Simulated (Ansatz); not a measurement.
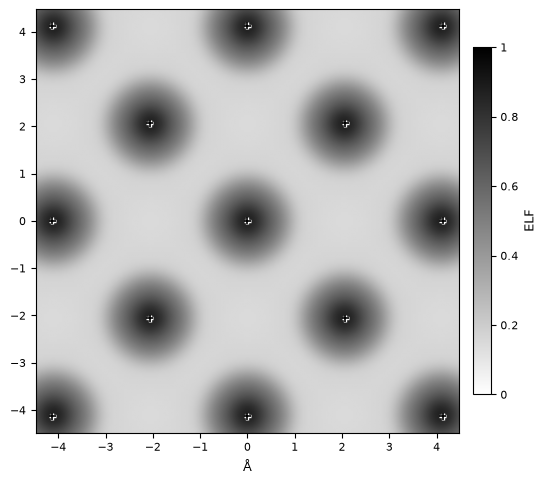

The electron localisation function on a plane through atoms (crosses mark nuclei in the plane).

The calculation used DFT, LDA, PAW with Ansatz's default frozen-core files, scalar-relativistic in Ansatz.

Candidates:
A. C, a = 3.55 Å, b = 3.55 Å, c = 3.55 Å, α = 90.00°, β = 90.00°, γ = 90.00°. Space group Fd-3m; computed pressure about −9 GPa in this cell.
B. Ag, a = 4.13 Å, b = 4.13 Å, c = 4.13 Å, α = 90.00°, β = 90.00°, γ = 90.00°. Space group Fm-3m; computed pressure about −10 GPa in this cell; computed without spin polarisation.

Q: Which candidate gave the map?

A: Candidate B: Ag on the (010) plane of the conventional cell, which holds Ag. Ag–Ag (2.92 Å): the ELF is about 0.15 at the midpoint; no localised pair shows between them.
